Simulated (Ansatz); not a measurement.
**SnO₂: geometry relaxation (part 3 of 3)**

Continued. System: SnO₂ (slab, 24 atoms in the cell). Method: DFT PBEsol, scalar-relativistic, plane waves, PAW, no spin polarisation (Ansatz 0.2.0); cutoff 420 eV, 8×4×1 k-mesh, Gaussian smearing of 0.05 eV. The structure derives from an entry of the Crystallography Open Database. It belongs to a series of runs on one base structure; here: (1 1 0) slab, atoms relaxed.

Geometry of the input (Å; fractional positions):
```
3.2121  0.0000  0.0000
0.0000  6.7443  0.0000
0.0000  0.0000  27.7296
O  0.0000  0.0000  0.2705
Sn 0.0000  0.5000  0.3176
Sn 0.5000  0.0000  0.3176
O  0.5000  0.3063  0.3176
O  0.5000  0.6937  0.3176
O  0.0000  0.0000  0.3647
O  0.0000  0.5000  0.3921
Sn 0.0000  0.0000  0.4392
Sn 0.5000  0.5000  0.4392
O  0.5000  0.8063  0.4392
O  0.5000  0.1937  0.4392
O  0.0000  0.5000  0.4863
O  0.0000  0.0000  0.5137
Sn 0.0000  0.5000  0.5608
Sn 0.5000  0.0000  0.5608
O  0.5000  0.3063  0.5608
O  0.5000  0.6937  0.5608
O  0.0000  0.0000  0.6079
O  0.0000  0.5000  0.6353
Sn 0.0000  0.0000  0.6824
Sn 0.5000  0.5000  0.6824
O  0.5000  0.8063  0.6824
O  0.5000  0.1937  0.6824
O  0.0000  0.5000  0.7295
```

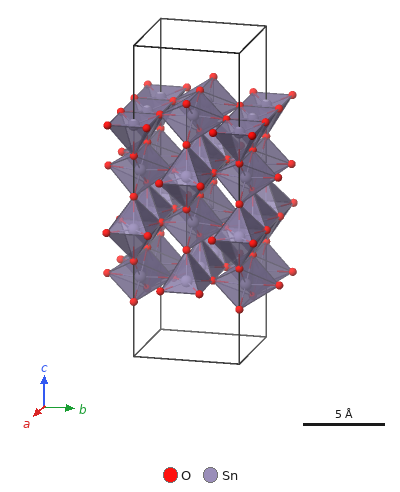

Figure 1. The geometry at step 4 of the log (polyhedral view of the 2 × 1 repeat of the cell, with the vacuum cut short, seen slightly off an axis; polyhedra are completed across the faces of the cell).

Log, continued
```
  k-point 2: bands = ["-20.9000", "-20.9000", "-20.4388", "-20.4388", "-20.1735", "-20.1735", "-20.1501", "-20.1501", "-20.1407", "-20.1407", "-20.1149", "-20.1149", "-20.0322", "-20.0321", "-19.7604", "-19.7604", "-19.7445", "-19.7445", "-19.5896", "-19.5896", "-19.5710", "-19.5710", "-19.5090", "-19.5090", "-19.5009", "-19.5009", "-19.4888", "-19.4888", "-19.3349", "-19.3349", "-19.2801", "-19.2801", "-18.9088", "-18.9088", "-18.8549", "-18.8549", "-18.8075", "-18.8075", "-18.6998", "-18.6998", "-18.0427", "-18.0427", "-17.6562", "-17.6562", "-17.1899", "-17.1899", "-16.7974", "-16.7974", "-16.2570", "-16.2570", "-15.5415", "-15.5415", "-15.1908", "-15.1908", "-14.7411", "-14.7411", "-6.8625", "-6.8625", "-6.2459", "-6.2459", "-5.4046", "-5.4046", "-4.5952", "-4.5952", "-3.4001", "-3.4001", "-3.2210", "-3.2210", "-2.8522", "-2.8522", "-2.6735", "-2.6735", "-2.4313", "-2.4313", "-2.2716", "-2.2716", "-2.0422", "-2.0422", "-1.8408", "-1.8408", "-1.7442", "-1.7442", "-1.4500", "-1.4500", "-1.2303", "-1.2303", "-1.0761", "-1.0761", "-0.8966", "-0.8966", "-0.7911", "-0.7911", "-0.7573", "-0.7573", "-0.3225", "-0.3225", "-0.1882", "-0.1882", "0.1892", "0.1892", "0.2595", "0.2595", "0.4771", "0.4771", "2.7295", "2.7295", "3.8357", "3.8357", "4.5942", "4.5942", "5.3143", "5.3143", "6.6541", "6.6541", "6.7658", "6.7658", "7.1933", "7.1933", "7.6329", "7.6329", "7.7524", "7.7524", "9.0424", "9.0424", "9.2937", "9.2937", "9.8729", "9.8729"]
  k-point 14: bands = ["-20.9178", "-20.9178", "-20.7185", "-20.7185", "-20.4817", "-20.4817", "-20.2877", "-20.2877", "-20.1859", "-20.1859", "-20.0908", "-20.0908", "-19.9237", "-19.9237", "-19.7988", "-19.7988", "-19.6841", "-19.6841", "-19.6096", "-19.6096", "-19.5560", "-19.5560", "-19.5172", "-19.5172", "-19.4566", "-19.4566", "-19.3837", "-19.3837", "-19.3149", "-19.3149", "-19.2884", "-19.2884", "-19.0833", "-19.0833", "-18.7983", "-18.7983", "-18.7895", "-18.7895", "-18.6144", "-18.6144", "-17.2299", "-17.2299", "-17.0043", "-17.0043", "-16.8692", "-16.8692", "-15.8637", "-15.8637", "-15.2563", "-15.2562", "-15.1324", "-15.1324", "-14.9537", "-14.9537", "-13.7795", "-13.7795", "-7.2784", "-7.2784", "-6.6968", "-6.6968", "-6.6571", "-6.6571", "-5.8348", "-5.8348", "-5.1019", "-5.1019", "-4.8568", "-4.8568", "-4.6967", "-4.6967", "-4.3661", "-4.3661", "-4.1782", "-4.1782", "-3.5868", "-3.5868", "-3.0782", "-3.0782", "-2.7195", "-2.7195", "-1.6696", "-1.6696", "-1.5150", "-1.5150", "-1.0476", "-1.0476", "-1.0010", "-1.0010", "-0.8812", "-0.8812", "-0.7676", "-0.7676", "-0.6756", "-0.6756", "-0.5341", "-0.5341", "-0.4356", "-0.4356", "-0.3036", "-0.3036", "0.4453", "0.4453", "0.6393", "0.6393", "4.7922", "4.7922", "6.0483", "6.0483", "6.2314", "6.2314", "6.6916", "6.6916", "7.0844", "7.0844", "7.8464", "7.8464", "8.0957", "8.0957", "8.9969", "8.9969", "10.0442", "10.0442", "10.7886", "10.7886", "10.7899", "10.7899", "10.8921", "10.8922"]
--- Relaxed structure (7 steps of the walk, 7 accepted, 0 SCFs on fresh bases) ---
  F+E_penalty+E_count = -56569.19084594 eV   max|allowed force component| = 4.957e-3 eV/Å
  atoms:
    - { symbol: O, position: [-1.448018145054082e-32, 4.2533709825606494e-20, 0.2666730393497501] }
    - { symbol: Sn, position: [-5.825448296670822e-33, 0.5000000000000001, 0.3234039074002616] }
    - { symbol: Sn, position: [0.5, 4.2533709825606314e-20, 0.30899720694084243] }
    - { symbol: O, position: [0.5, 0.3146169799267537, 0.3124983136550915] }
    - { symbol: O, position: [0.5, 0.6853830200732466, 0.3124983136550915] }
    - { symbol: O, position: [-1.109998257425126e-32, 4.253370982560631e-20, 0.36134360843795116] }
    - { symbol: O, position: [-6.308869200264341e-33, 0.5000000000000001, 0.3953957114515312] }
    - { symbol: Sn, position: [-6.321985271292072e-33, 4.2533709825604996e-20, 0.43452428979257085] }
    - { symbol: Sn, position: [0.5, 0.5000000000000001, 0.4439547347228934] }
    - { symbol: O, position: [0.5, 0.8045048623766891, 0.43849411969847224] }
    - { symbol: O, position: [0.5, 0.19549513762331122, 0.43849411969847224] }
    - { symbol: O, position: [-2.7090932420373185e-33, 0.5000000000000001, 0.48978138182490316] }
    - { symbol: O, position: [1.086369811612371e-34, 4.2533709825604165e-20, 0.5102185891564504] }
    - { symbol: Sn, position: [3.180256864968016e-33, 0.5000000000000001, 0.5654756580063012] }
    - { symbol: Sn, position: [0.5, 4.253370982560348e-20, 0.5560452664018065] }
    - { symbol: O, position: [0.5, 0.30450489249141005, 0.5615058611123834] }
    - { symbol: O, position: [0.5, 0.6954951075085902, 0.5615058611123834] }
    - { symbol: O, position: [7.695347208487415e-33, 4.253370982560299e-20, 0.6046042745123993] }
    - { symbol: O, position: [1.0002838847151825e-32, 0.5000000000000001, 0.638656337045539] }
    - { symbol: Sn, position: [1.0093714482129674e-32, 4.253370982560282e-20, 0.6765961160808294] }
    - { symbol: Sn, position: [0.5, 0.5000000000000001, 0.6910028509192191] }
    - { symbol: O, position: [0.5, 0.8146169917965443, 0.6875016939435118] }
    - { symbol: O, position: [0.5, 0.1853830082034557, 0.6875016939435118] }
    - { symbol: O, position: [1.3341815785925658e-32, 0.5000000000000001, 0.7333270511378335] }
```

Trajectory as extended XYZ (Å, eV, eV/Å), 7 frames, from step=1 to step=7
```
24
Lattice="3.2121 0.0000 0.0000 0.0000 6.7443 0.0000 0.0000 0.0000 27.7296" Properties=species:S:1:pos:R:3:forces:R:3 step=1 energy=-56568.13565
O     0.0000    0.0000    7.5000    0.0000   0.0000   1.1030
Sn    0.0000    3.3722    8.8065    0.0000   0.0000   1.9158
Sn    1.6060    0.0000    8.8065    0.0000   0.0000  -2.4404
O     1.6060    2.0656    8.8065    0.0000   1.4587  -0.6558
O     1.6060    4.6787    8.8065    0.0000  -1.4587  -0.6558
O     0.0000    0.0000   10.1131    0.0000   0.0000   1.0705
O     0.0000    3.3722   10.8722    0.0000   0.0000  -0.4649
Sn    0.0000    0.0000   12.1787    0.0000   0.0000  -0.1914
Sn    1.6060    3.3722   12.1787    0.0000   0.0000   0.3313
O     1.6060    5.4378   12.1787    0.0000  -0.1774   0.0169
O     1.6060    1.3065   12.1787    0.0000   0.1774   0.0169
O     0.0000    3.3722   13.4852    0.0000   0.0000  -0.0778
O     0.0000    0.0000   14.2443    0.0000   0.0000   0.0778
Sn    0.0000    3.3722   15.5509    0.0000   0.0000   0.1913
Sn    1.6060    0.0000   15.5509    0.0000   0.0000  -0.3314
O     1.6060    2.0656   15.5509    0.0000  -0.1774  -0.0169
O     1.6060    4.6787   15.5509    0.0000   0.1774  -0.0169
O     0.0000    0.0000   16.8574    0.0000   0.0000   0.4650
O     0.0000    3.3722   17.6165    0.0000   0.0000  -1.0703
Sn    0.0000    0.0000   18.9230    0.0000   0.0000  -1.9159
Sn    1.6060    3.3722   18.9230    0.0000   0.0000   2.4403
O     1.6060    5.4378   18.9230    0.0000   1.4586   0.6558
O     1.6060    1.3065   18.9230    0.0000  -1.4586   0.6558
O     0.0000    3.3722   20.2296    0.0000   0.0000  -1.1032
24
Lattice="3.2121 0.0000 0.0000 0.0000 6.7443 0.0000 0.0000 0.0000 27.7296" Properties=species:S:1:pos:R:3:forces:R:3 step=2 energy=-56569.05378
O     0.0000    0.0000    7.4136    0.0000   0.0000   0.5625
Sn    0.0000    3.3722    8.9231    0.0000   0.0000   0.4079
Sn    1.6060    0.0000    8.6418    0.0000   0.0000  -1.0953
O     1.6060    2.1126    8.6777    0.0000   0.2820  -0.0314
O     1.6060    4.6317    8.6777    0.0000  -0.2820  -0.0314
O     0.0000    0.0000   10.0327    0.0000   0.0000   0.7591
O     0.0000    3.3722   10.9527    0.0000   0.0000  -0.5806
Sn    0.0000    0.0000   12.1071    0.0000   0.0000  -0.5927
Sn    1.6060    3.3722   12.2561    0.0000   0.0000   0.5245
O     1.6060    5.4322   12.1604    0.0000  -0.1474   0.0168
O     1.6060    1.3122   12.1604    0.0000   0.1474   0.0168
O     0.0000    3.3722   13.5565    0.0000   0.0000  -0.2788
O     0.0000    0.0000   14.1731    0.0000   0.0000   0.2788
Sn    0.0000    3.3722   15.6225    0.0000   0.0000   0.5926
Sn    1.6060    0.0000   15.4734    0.0000   0.0000  -0.5245
O     1.6060    2.0600   15.5692    0.0000  -0.1474  -0.0168
O     1.6060    4.6844   15.5692    0.0000   0.1474  -0.0168
O     0.0000    0.0000   16.7768    0.0000   0.0000   0.5806
O     0.0000    3.3722   17.6968    0.0000   0.0000  -0.7591
Sn    0.0000    0.0000   18.8065    0.0000   0.0000  -0.4079
Sn    1.6060    3.3722   19.0878    0.0000   0.0000   1.0952
O     1.6060    5.4848   19.0519    0.0000   0.2820   0.0314
O     1.6060    1.2595   19.0519    0.0000  -0.2820   0.0314
O     0.0000    3.3722   20.3160    0.0000   0.0000  -0.5625
24
Lattice="3.2121 0.0000 0.0000 0.0000 6.7443 0.0000 0.0000 0.0000 27.7296" Properties=species:S:1:pos:R:3:forces:R:3 step=3 energy=-56569.18203
O     0.0000    0.0000    7.4071    0.0000   0.0000  -0.1016
Sn    0.0000    3.3722    8.9551    0.0000   0.0000   0.0855
Sn    1.6060    0.0000    8.5755    0.0000   0.0000   0.0970
O     1.6060    2.1274    8.6562    0.0000  -0.1378  -0.0031
O     1.6060    4.6170    8.6562    0.0000   0.1378  -0.0031
O     0.0000    0.0000   10.0254    0.0000   0.0000   0.0770
O     0.0000    3.3722   10.9579    0.0000   0.0000  -0.0826
Sn    0.0000    0.0000   12.0643    0.0000   0.0000  -0.2578
Sn    1.6060    3.3722   12.2961    0.0000   0.0000   0.1288
O     1.6060    5.4239   12.1502    0.0000   0.0098   0.0479
O     1.6060    1.3204   12.1502    0.0000  -0.0098   0.0479
O     0.0000    3.3722   13.5814    0.0000   0.0000  -0.1836
O     0.0000    0.0000   14.1482    0.0000   0.0000   0.1835
Sn    0.0000    3.3722   15.6653    0.0000   0.0000   0.2579
Sn    1.6060    0.0000   15.4335    0.0000   0.0000  -0.1288
O     1.6060    2.0517   15.5794    0.0000   0.0098  -0.0480
O     1.6060    4.6926   15.5794    0.0000  -0.0098  -0.0480
O     0.0000    0.0000   16.7717    0.0000   0.0000   0.0825
O     0.0000    3.3722   17.7042    0.0000   0.0000  -0.0774
Sn    0.0000    0.0000   18.7745    0.0000   0.0000  -0.0854
Sn    1.6060    3.3722   19.1541    0.0000   0.0000  -0.0969
O     1.6060    5.4995   19.0734    0.0000  -0.1377   0.0030
O     1.6060    1.2448   19.0734    0.0000   0.1377   0.0030
O     0.0000    3.3722   20.3225    0.0000   0.0000   0.1018
24
Lattice="3.2121 0.0000 0.0000 0.0000 6.7443 0.0000 0.0000 0.0000 27.7296" Properties=species:S:1:pos:R:3:forces:R:3 step=4 energy=-56569.19004
O     0.0000    0.0000    7.3992    0.0000   0.0000  -0.0211
Sn    0.0000    3.3722    8.9703    0.0000   0.0000  -0.0373
Sn    1.6060    0.0000    8.5713    0.0000   0.0000   0.0203
O     1.6060    2.1223    8.6636    0.0000   0.0005   0.0185
O     1.6060    4.6221    8.6636    0.0000  -0.0005   0.0185
O     0.0000    0.0000   10.0237    0.0000   0.0000  -0.0065
O     0.0000    3.3722   10.9665    0.0000   0.0000  -0.0414
Sn    0.0000    0.0000   12.0533    0.0000   0.0000  -0.0416
Sn    1.6060    3.3722   12.3088    0.0000   0.0000   0.0762
O     1.6060    5.4243   12.1595    0.0000   0.0242  -0.0008
O     1.6060    1.3200   12.1595    0.0000  -0.0242  -0.0008
O     0.0000    3.3722   13.5833    0.0000   0.0000  -0.0592
O     0.0000    0.0000   14.1463    0.0000   0.0000   0.0592
Sn    0.0000    3.3722   15.6763    0.0000   0.0000   0.0416
Sn    1.6060    0.0000   15.4208    0.0000   0.0000  -0.0762
O     1.6060    2.0521   15.5701    0.0000   0.0242   0.0008
O     1.6060    4.6922   15.5701    0.0000  -0.0242   0.0008
O     0.0000    0.0000   16.7631    0.0000   0.0000   0.0414
O     0.0000    3.3722   17.7059    0.0000   0.0000   0.0067
Sn    0.0000    0.0000   18.7593    0.0000   0.0000   0.0372
Sn    1.6060    3.3722   19.1583    0.0000   0.0000  -0.0204
O     1.6060    5.4945   19.0660    0.0000   0.0004  -0.0185
O     1.6060    1.2499   19.0660    0.0000  -0.0004  -0.0185
O     0.0000    3.3722   20.3304    0.0000   0.0000   0.0210
24
Lattice="3.2121 0.0000 0.0000 0.0000 6.7443 0.0000 0.0000 0.0000 27.7296" Properties=species:S:1:pos:R:3:forces:R:3 step=5 energy=-56569.19029
O     0.0000    0.0000    7.3906    0.0000   0.0000   0.0165
Sn    0.0000    3.3722    8.9653    0.0000   0.0000  -0.0002
Sn    1.6060    0.0000    8.5651    0.0000   0.0000  -0.0147
O     1.6060    2.1214    8.6631    0.0000   0.0069  -0.0030
O     1.6060    4.6229    8.6631    0.0000  -0.0069  -0.0030
O     0.0000    0.0000   10.0171    0.0000   0.0000   0.0008
O     0.0000    3.3722   10.9604    0.0000   0.0000   0.0713
Sn    0.0000    0.0000   12.0461    0.0000   0.0000   0.0205
Sn    1.6060    3.3722   12.3128    0.0000   0.0000  -0.0809
O     1.6060    5.4268   12.1594    0.0000  -0.0162   0.0000
O     1.6060    1.3175   12.1594    0.0000   0.0162   0.0000
O     0.0000    3.3722   13.5808    0.0000   0.0000   0.0336
O     0.0000    0.0000   14.1488    0.0000   0.0000  -0.0336
Sn    0.0000    3.3722   15.6835    0.0000   0.0000  -0.0204
Sn    1.6060    0.0000   15.4168    0.0000   0.0000   0.0809
O     1.6060    2.0547   15.5701    0.0000  -0.0162   0.0000
O     1.6060    4.6897   15.5701    0.0000   0.0162   0.0000
O     0.0000    0.0000   16.7691    0.0000   0.0000  -0.0714
O     0.0000    3.3722   17.7125    0.0000   0.0000  -0.0012
Sn    0.0000    0.0000   18.7643    0.0000   0.0000   0.0003
Sn    1.6060    3.3722   19.1644    0.0000   0.0000   0.0150
O     1.6060    5.4936   19.0665    0.0000   0.0069   0.0029
O     1.6060    1.2508   19.0665    0.0000  -0.0069   0.0029
O     0.0000    3.3722   20.3390    0.0000   0.0000  -0.0164
24
Lattice="3.2121 0.0000 0.0000 0.0000 6.7443 0.0000 0.0000 0.0000 27.7296" Properties=species:S:1:pos:R:3:forces:R:3 step=6 energy=-56569.19085
O     0.0000    0.0000    7.3947    0.0000   0.0000  -0.0010
Sn    0.0000    3.3722    8.9679    0.0000   0.0000   0.0022
Sn    1.6060    0.0000    8.5684    0.0000   0.0000   0.0007
O     1.6060    2.1219    8.6654    0.0000  -0.0015  -0.0005
O     1.6060    4.6225    8.6654    0.0000   0.0015  -0.0005
O     0.0000    0.0000   10.0199    0.0000   0.0000  -0.0025
O     0.0000    3.3722   10.9642    0.0000   0.0000  -0.0040
Sn    0.0000    0.0000   12.0492    0.0000   0.0000   0.0049
Sn    1.6060    3.3722   12.3107    0.0000   0.0000   0.0016
O     1.6060    5.4259   12.1593    0.0000   0.0016  -0.0010
O     1.6060    1.3185   12.1593    0.0000  -0.0016  -0.0010
O     0.0000    3.3722   13.5814    0.0000   0.0000   0.0045
O     0.0000    0.0000   14.1481    0.0000   0.0000  -0.0045
Sn    0.0000    3.3722   15.6804    0.0000   0.0000  -0.0049
Sn    1.6060    0.0000   15.4189    0.0000   0.0000  -0.0016
O     1.6060    2.0537   15.5703    0.0000   0.0016   0.0010
O     1.6060    4.6907   15.5703    0.0000  -0.0016   0.0010
O     0.0000    0.0000   16.7654    0.0000   0.0000   0.0040
O     0.0000    3.3722   17.7097    0.0000   0.0000   0.0026
Sn    0.0000    0.0000   18.7617    0.0000   0.0000  -0.0022
Sn    1.6060    3.3722   19.1612    0.0000   0.0000  -0.0008
O     1.6060    5.4941   19.0641    0.0000  -0.0016   0.0005
O     1.6060    1.2503   19.0641    0.0000   0.0016   0.0005
O     0.0000    3.3722   20.3349    0.0000   0.0000   0.0010
24
Lattice="3.2121 0.0000 0.0000 0.0000 6.7443 0.0000 0.0000 0.0000 27.7296" Properties=species:S:1:pos:R:3:forces:R:3 step=7 energy=-56569.19085
O     0.0000    0.0000    7.3947    0.0000   0.0000  -0.0010
Sn    0.0000    3.3722    8.9679    0.0000   0.0000   0.0023
Sn    1.6060    0.0000    8.5684    0.0000   0.0000   0.0008
O     1.6060    2.1219    8.6654    0.0000  -0.0015  -0.0005
O     1.6060    4.6225    8.6654    0.0000   0.0015  -0.0005
O     0.0000    0.0000   10.0199    0.0000   0.0000  -0.0025
O     0.0000    3.3722   10.9642    0.0000   0.0000  -0.0040
Sn    0.0000    0.0000   12.0492    0.0000   0.0000   0.0050
Sn    1.6060    3.3722   12.3107    0.0000   0.0000   0.0017
O     1.6060    5.4259   12.1593    0.0000   0.0016  -0.0010
O     1.6060    1.3185   12.1593    0.0000  -0.0016  -0.0010
O     0.0000    3.3722   13.5814    0.0000   0.0000   0.0045
O     0.0000    0.0000   14.1481    0.0000   0.0000  -0.0045
Sn    0.0000    3.3722   15.6804    0.0000   0.0000  -0.0049
Sn    1.6060    0.0000   15.4189    0.0000   0.0000  -0.0017
O     1.6060    2.0537   15.5703    0.0000   0.0016   0.0010
O     1.6060    4.6907   15.5703    0.0000  -0.0016   0.0010
O     0.0000    0.0000   16.7654    0.0000   0.0000   0.0040
O     0.0000    3.3722   17.7097    0.0000   0.0000   0.0026
Sn    0.0000    0.0000   18.7617    0.0000   0.0000  -0.0023
Sn    1.6060    3.3722   19.1612    0.0000   0.0000  -0.0008
O     1.6060    5.4941   19.0641    0.0000  -0.0015   0.0005
O     1.6060    1.2503   19.0641    0.0000   0.0015   0.0005
O     0.0000    3.3722   20.3349    0.0000   0.0000   0.0010
```

Summary

| quantity | value |
| --- | --- |
| outcome | converged |
| electrons treated | 208 |
| free energy | −56569.1908 eV |
| work function, top face | 7.11 eV |
| work function, bottom face | 7.11 eV |
| Fermi energy | 1.181 eV |
| gap on the k-point mesh | 0.87 eV |
| final volume | 600.71 Å³ |
| work function (upper face) | 7.11 eV |
| largest force (length of the vector) at the end | 0.005 eV/Å |
| hardware | 2 threads of Intel Xeon (Granite Rapids), 32 GiB of memory available, shared host |
| wall time | 4.7 min (CPU time 9.3 min) |
| peak memory | 1.7 GiB |

Remarks

The program warns: the exchange-correlation potential is rough where the density is thin.
